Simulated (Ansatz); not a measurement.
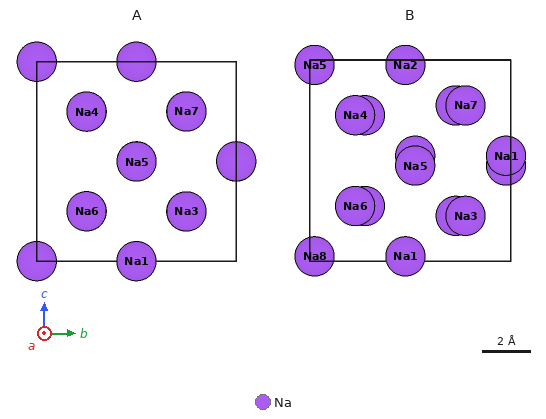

Two geometries of a crystal of Na (built on the database_220 type), drawn at one scale. One is the start of a relaxation, the other its converged end. A spheres-only model of the conventional cell (2 times the calculation's cell), seen along the a axis. Lengths and directions refer to the drawn axes.

All numbers below come from DFT PBE, scalar-relativistic, plane waves, PAW in Ansatz. (plane-wave cutoff 420 eV; k-point mesh 6 × 6 × 6; occupations gaussian; smearing width 0.1 eV; no spin polarisation; cell and atoms relaxed; force threshold 0.01 eV/Å; at most 80 steps)

Question: Which of the two is the end point?

Answer: Structure A is the relaxed one. Case: structure listed in a database for this formula (I-43d, No. 220). The largest moves relative to the cell, 0.35 Å, are those of 8 atoms (Na1, Na2, Na3, Na4 and others). Na5 goes along [1 −1 1]. The drawn cell changes as follows: a = b = c 8.466 → 8.398 Å (−0.8 %); the volume changes by −2.4 %. Near-neighbour distances that change, for instance: Na1–Na2 3.843 → 4.192 Å, Na1–Na3 3.712 → 3.636 Å, Na1–Na6 3.666 → 3.636 Å. The space group stays I-43d (No. 220). After 4 accepted moves (5 points after the start) the energy has fallen by 45.9 meV per cell of the calculation. Largest force component: 0.021 eV/Å at the start, 0.00023 eV/Å at the end. The pressure goes from −0.14 to −0.01 GPa. The SCF was repeated once at an unchanged geometry on a basis and grid sized afresh for the cell, which shifted the energy by 0.1 meV per cell of the calculation at most.
